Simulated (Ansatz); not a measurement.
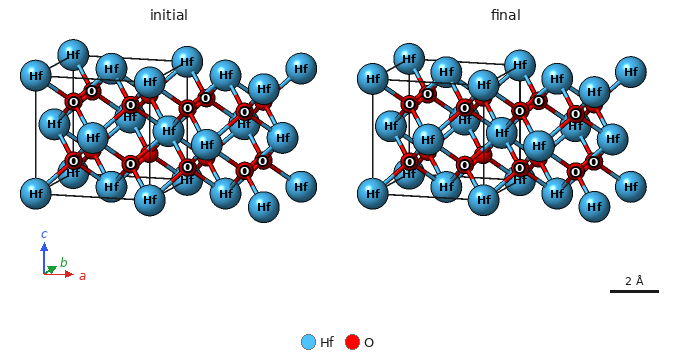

The structure of crystalline HfO2 (set up in Fm-3m) before (left) and after (right) a relaxation, at one scale.

The picture is a ball-and-stick view of the conventional cell (4 times the calculation's cell), repeated 2 × 1 × 1 with one cell outlined, seen slightly off an axis. Lengths and directions refer to the drawn axes.

Case: relaxed at 25 GPa.

The calculation used DFT PBE, scalar-relativistic, plane waves, PAW in Ansatz.

The input:
```yaml
crystal:
  lattice:
    - [0.0, 2.548805761, 2.548805761]
    - [2.548805761, 0.0, 2.548805761]
    - [2.548805761, 2.548805761, 0.0]
  atoms:
    - { symbol: Hf, position: [0.0, 0.0, 0.0] }
    - { symbol: O, position: [0.25, 0.25, 0.25] }
    - { symbol: O, position: [0.75, 0.75, 0.75] }
basis:
  ecutwfc: 420
kpoints:
  mp_grid: { grid: [8, 8, 8] }
hamiltonian:
  xc: pbe
scf:
  occupations: { method: fixed }
output:
  forces: true
  stress: true
  eigenvalues: true
relax:
  adjacent_minimum: "off"
  f_tol: 0.001
  max_steps: 60
  cell: { stress_tol: 0.02, p_target: 25.0 }
```

Run as
```bash
ansatz run input.yaml --threads 1 --pin off --max-ram 3072MiB --backend cpu --events-out ev --progress --plain --runs-dir out
```

Q: What changed between the two?

A: After 4 accepted moves (6 points after the start) the energy has risen by 0.196 eV per cell of the calculation. With the target pressure of 25 GPa, the enthalpy E + pV changes by −0.225 eV per cell of the calculation. All forces vanish by symmetry, so only the cell relaxes. The pressure goes from −0.01 to 24.99 GPa. The SCF was repeated twice at an unchanged geometry on a basis and grid sized afresh for the cell, which shifted the energy by 9.7 meV per cell of the calculation at most. No atom moves by more than 0.005 Å relative to the cell. The volume changes by −8.2 %, with a = b = c 5.098 → 4.955 Å (−2.8 %). Near-neighbour distances that change, for instance: Hf1–O2 2.207 → 2.146 Å. The space group stays Fm-3m (No. 225).
